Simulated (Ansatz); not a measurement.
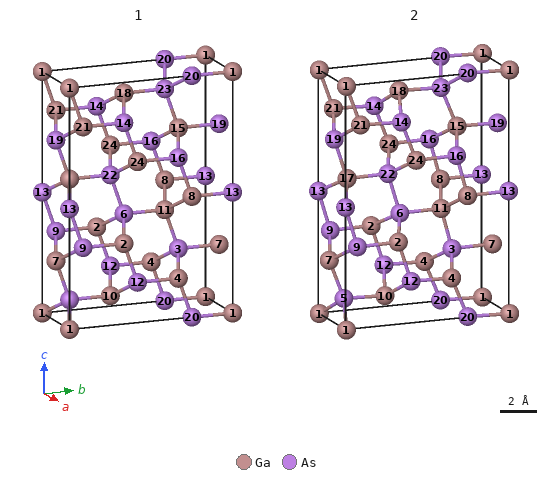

Two geometries of an interface cell of composition GaAs, drawn at one scale. One is the start of a relaxation, the other its converged end. A ball-and-stick model of the cell of the calculation, seen slightly off an axis.

These are results of DFT PBE, scalar-relativistic, plane waves, PAW (Ansatz 0.2.0), not measurements. Set-up: plane-wave cutoff 420 eV; k-point mesh 8 × 4 × 3; occupations gaussian; smearing width 0.05 eV; no spin polarisation; cell relaxed at fixed a, b, alpha, beta, gamma; force threshold 0.02 eV/Å; at most 45 steps.

Which of the two is the end point?

Structure 2 is the relaxed one. Case: antiphase boundary on (2 1 1), species swapped. The largest moves relative to the cell, 0.16 Å, are those of Ga4, Ga7, Ga15 and Ga24. Ga4 goes along −b. Largest moves by element: Ga 0.16 Å, As 0.16 Å. The drawn cell changes as follows: a unchanged at 4.063 Å, b unchanged at 9.951 Å, c 14.073 → 14.196 Å (+0.9 %); the volume changes by +0.9 %. Near-neighbour distances that change, for instance: Ga18–As23 2.488 → 2.560 Å, Ga15–As23 2.488 → 2.539 Å, As20–As23 2.488 → 2.518 Å, Ga8–Ga11 2.488 → 2.462 Å. Among the angles between lasting bonds that change: Ga8–As16–Ga24 109.5° → 104.6°, Ga1–As20–Ga4 109.5° → 114.3°, As5–Ga1–As20 109.5° → 104.7°. The energy falls by 0.235 eV per cell of the calculation in 4 accepted moves (5 points after the start). The largest force component goes from 0.49 to 0.0047 eV/Å. Pressure: 1.19 GPa at the start and 0.52 GPa at the end. The SCF was repeated once at an unchanged geometry on a basis and grid sized afresh for the cell, which shifted the energy by 1.0 meV per cell of the calculation at most. Cost: 11 min on 4 threads of Intel(R) Xeon(R) Platinum 8259CL CPU @ 2.50GHz (Skylake/Cascade Lake), on a shared host, peak memory 4.2 GiB.
